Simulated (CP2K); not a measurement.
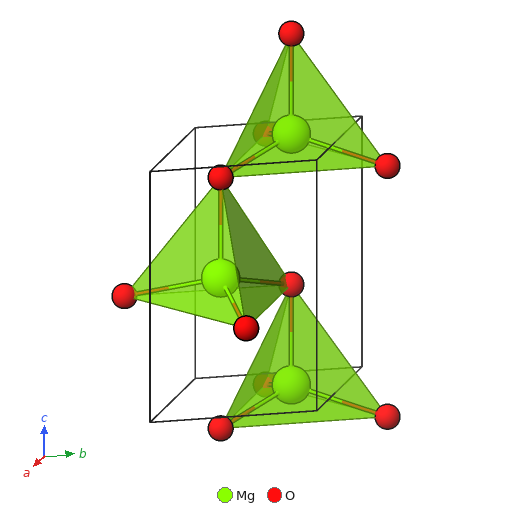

System: MgO, space group P6_3mc (No. 186). The picture shows the conventional cell.

The given structure:
```
Mg O
1.0
     3.30779    0.00000    0.00000
    -1.65389    2.86463    0.00000
     0.00000    0.00000    4.98288
Mg O
2 2
Direct
  0.66667 0.33333 0.50216
  0.33333 0.66667 0.00216
  0.66667 0.33333 0.90244
  0.33333 0.66667 0.40244
```

Method: DFT in Gaussian orbitals with a plane-wave density, no spin polarisation; energies at scaled volumes of the given cell, shape and fractions fixed, counted from the fit's minimum, third-order Birch-Murnaghan fit (CP2K 2026.2). Level: PBE.

- k mesh: 9×9×6
- occupations: Fermi–Dirac
- smearing width: 0.05 eV
- potentials: GTH PBE with UZH TZVP basis
- density cutoff: 19050 eV
- program settings: ngrids 4, basis sets Mg TZVP-MOLOPT-PBE-GTH-q10, basis sets O TZVP-MOLOPT-PBE-GTH-q6, cutoff ry 1400 Ry, rel cutoff ry 60 Ry

Predict the energy against volume. The volume takes the values 11.10, 11.33, 11.57, 11.80, 12.04, 12.28, 12.51 Å³/atom.

A third-order Birch–Murnaghan fit gives V0 = 12.47 Å³/atom, B0 = 109 GPa and B′ = 4.0. The energy falls from 62.25 meV/atom at volume 11.10 Å³/atom to 0.05 meV/atom at 12.51 Å³/atom.

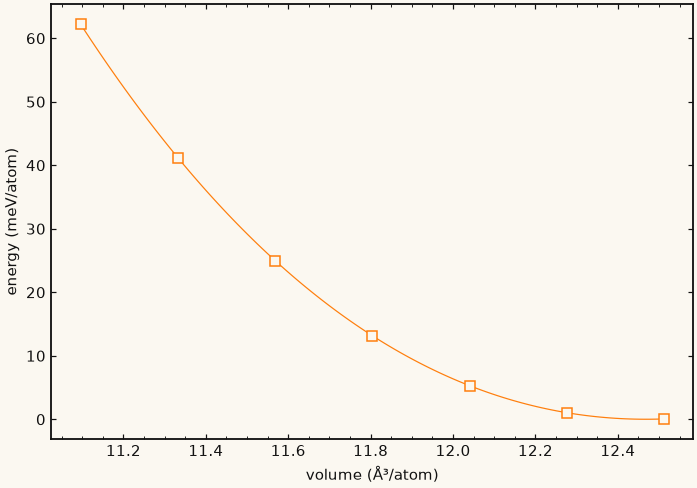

Caveats: the fit and the printed pressures don't fully agree, or the minimum lies near the end of the range; shape and atomic fractions are frozen while scaling, which makes layered, chain and framework solids too stiff.
